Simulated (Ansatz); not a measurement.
```
Hf H
1.0
     3.41729    0.00000    0.00000
     0.00000    3.41729    0.00000
     0.00000    0.00000    4.09369
Hf H
2 4
Direct
  0.00000 0.00000 0.00000
  0.50000 0.50000 0.50000
  0.00000 0.50000 0.25000
  0.50000 0.00000 0.75000
  0.50000 0.00000 0.25000
  0.00000 0.50000 0.75000
```

Space group I4/mmm; changed on purpose from its base cell (volume × 0.94, shape and atoms relaxed); computed pressure about 11 GPa in this cell.

These are results of DFT PBEsol, scalar-relativistic, plane waves, PAW in Ansatz 0.2.0, not measurements.

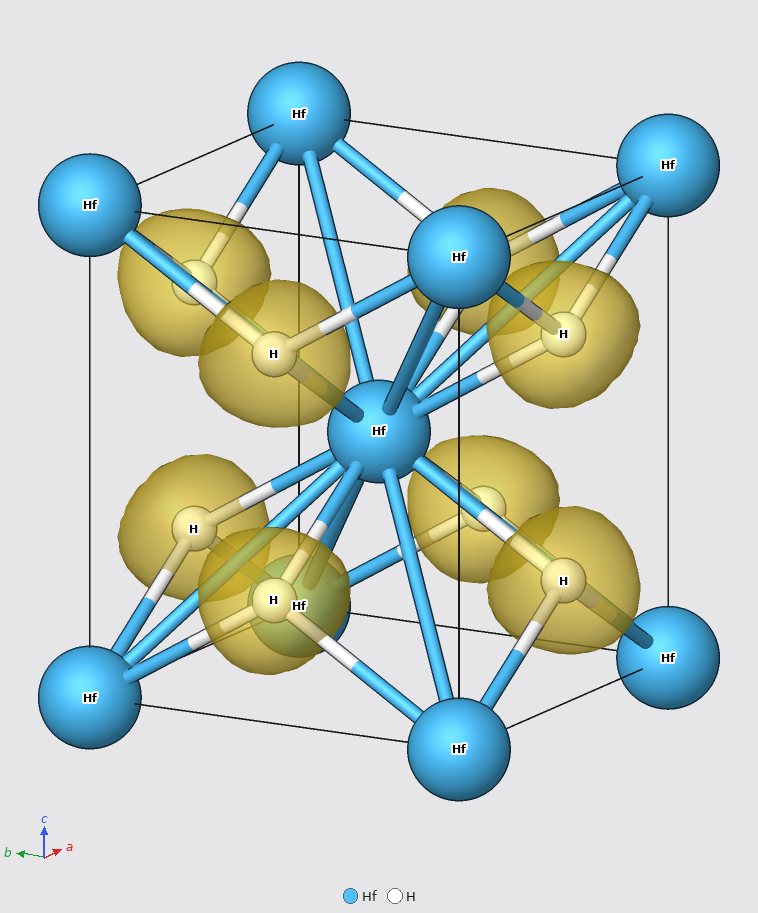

HfH2. Isosurface of the ELF at 0.75 (yellow), seen at an oblique angle. Core shells and regions of very low density are left out. Sticks mark near contacts.

Question: What do the ELF domains correspond to?

Answer: At this value the surface marks out four regions around hydrogen nuclei, counted in one cell of 6 atoms. Regions shared between cells count once.

Values along the shortest contacts:
Hf–H (1.99 Å): the ELF climbs to about 1 towards the hydrogen. Hf–Hf (3.17 Å): the ELF is about 0.25 at the midpoint (no localised pair shows between them).

Question: Does the calculation make it a metal, or give it a gap?

Answer: It is gapless in this calculation (a metal or semimetal).
